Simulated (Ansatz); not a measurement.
A series of calculations on GaAs

## 1. Vibrations

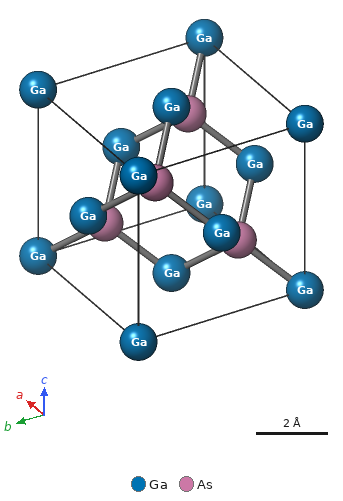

Normal modes of solid GaAs relaxed at 6 GPa, space group F-43m (No. 216), at the zone centre. The picture is a ball-and-stick view of the conventional cell (4 times the calculation's cell), seen from a free direction. Lengths and directions refer to the drawn axes.

All numbers below come from Ansatz, DFT PBEsol, scalar-relativistic, plane waves, PAW. (plane-wave cutoff 420 eV; k-point mesh 12 × 12 × 12; occupations fixed; target pressure 6 GPa; no spin polarisation)

Frequencies are those without the non-analytic (LO–TO) term.

> List the optical modes.

The calculation's cell holds 2 atoms, so there are 3 optical modes, in 1 level. The optical modes span T₂. No level is unstable.

```json
{"level": "1", "symmetry": "T₂", "frequency (cm⁻¹)": "287", "activity": "infrared- and Raman-active"}
```

The displacement patterns (one member of each degenerate set):

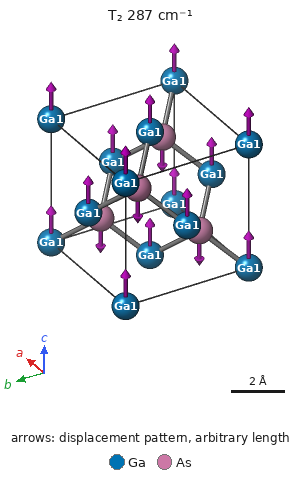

## 2. Softest mode

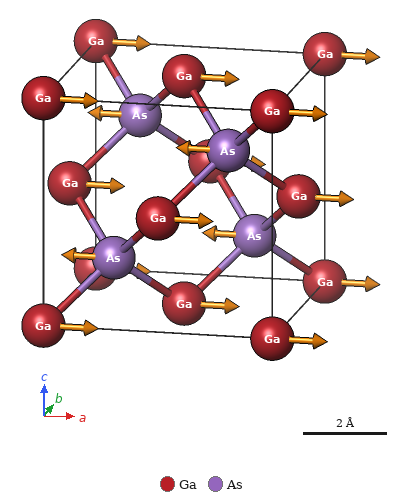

The lowest optical mode of a crystal of GaAs relaxed at 2 GPa, space group F-43m (No. 216), at the zone centre. Displacements are drawn as orange arrows; their common scale and sign are arbitrary. The picture is a ball-and-stick view of the conventional cell (4 times the calculation's cell), seen slightly off an axis. Lengths and directions refer to the drawn axes.

Computed with DFT PBE, scalar-relativistic, plane waves, PAW (Ansatz).

Input file:
```yaml
crystal:
  lattice:
    - [0.0, 2.8434520953, 2.8434520953]
    - [2.8434520953, 0.0, 2.8434520953]
    - [2.8434520953, 2.8434520953, 0.0]
  atoms:
    - { symbol: Ga, position: [0.0, 0.0, 0.0] }
    - { symbol: As, position: [0.75, 0.75, 0.75] }
basis:
  ecutwfc: 420
kpoints:
  mp_grid: { grid: [12, 12, 12] }
hamiltonian:
  xc: pbe
scf:
  occupations: { method: fixed }
output:
  eigenvalues: true
phonons:
  method: dfpt
  dielectric: true
  rigid_motions: translations
  eigenvectors: true
```

Command:
```bash
ansatz run input.yaml --threads 1 --pin off --max-ram 3072MiB --backend cpu --events-out ev --progress --plain --runs-dir out
```

Frequencies are those without the non-analytic (LO–TO) term.

### Is this crystal at a minimum with respect to the drawn distortion?

Yes: this softest mode has a real frequency, and so have all others here. That speaks for this wave vector alone: the rest of the zone wasn't checked in this run. This is the T₂ mode (triply degenerate; one member of the set is drawn) at 261 cm⁻¹, the only optical level, infrared- and Raman-active by symmetry. The Ga sublattice moves against the As sublattice, along a; the kinetic energy is shared as Ga 52 %, As 48 %. Its infrared intensity is 8.9 (D/Å)²/amu for the set. The value is the transverse one; the longitudinal partner lies at 279 cm⁻¹.

## 3. Softest mode

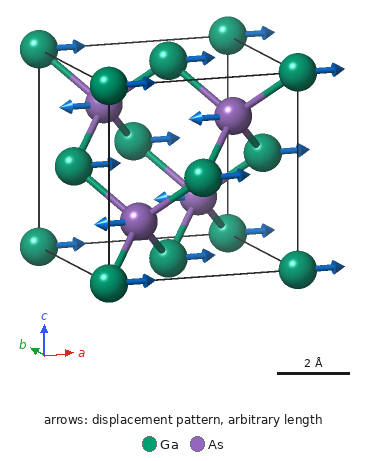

The lowest optical mode of crystalline GaAs relaxed at 1 GPa, space group F-43m (No. 216), at the zone centre. Displacements are drawn as blue arrows; their common scale and sign are arbitrary. A ball-and-stick model of the conventional cell (4 times the calculation's cell), seen slightly off an axis. Lengths and directions refer to the drawn axes.

These are results of DFT PBEsol, scalar-relativistic, plane waves, PAW in Ansatz, not measurements.

Input
```yaml
crystal:
  lattice:
    - [0.0, 2.8164569847, 2.8164569847]
    - [2.8164569847, 0.0, 2.8164569847]
    - [2.8164569847, 2.8164569847, 0.0]
  atoms:
    - { symbol: Ga, position: [0.0, 0.0, 0.0] }
    - { symbol: As, position: [0.75, 0.75, 0.75] }
basis:
  ecutwfc: 420
kpoints:
  mp_grid: { grid: [12, 12, 12] }
hamiltonian:
  xc: pbesol
scf:
  occupations: { method: fixed }
output:
  eigenvalues: true
phonons:
  method: dfpt
  dielectric: true
  rigid_motions: translations
  eigenvectors: true
```

Launched with:
```bash
ansatz run input.yaml --threads 1 --pin off --max-ram 3072MiB --backend cpu --events-out ev --progress --plain --runs-dir out
```

Frequencies are those without the non-analytic (LO–TO) term.

Q: Is this crystal at a minimum with respect to the drawn distortion?

A: Yes: this softest mode has a real frequency, and so have all others here. That speaks for this wave vector alone: the rest of the zone wasn't checked in this run. This is the T₂ mode (triply degenerate; one member of the set is drawn) at 267 cm⁻¹, the only optical level, infrared- and Raman-active by symmetry. The Ga sublattice moves against the As sublattice, along a; the kinetic energy is shared as Ga 52 %, As 48 %. Its infrared intensity is 8.4 (D/Å)²/amu for the set. The value is the transverse one; the longitudinal partner lies at 284 cm⁻¹.
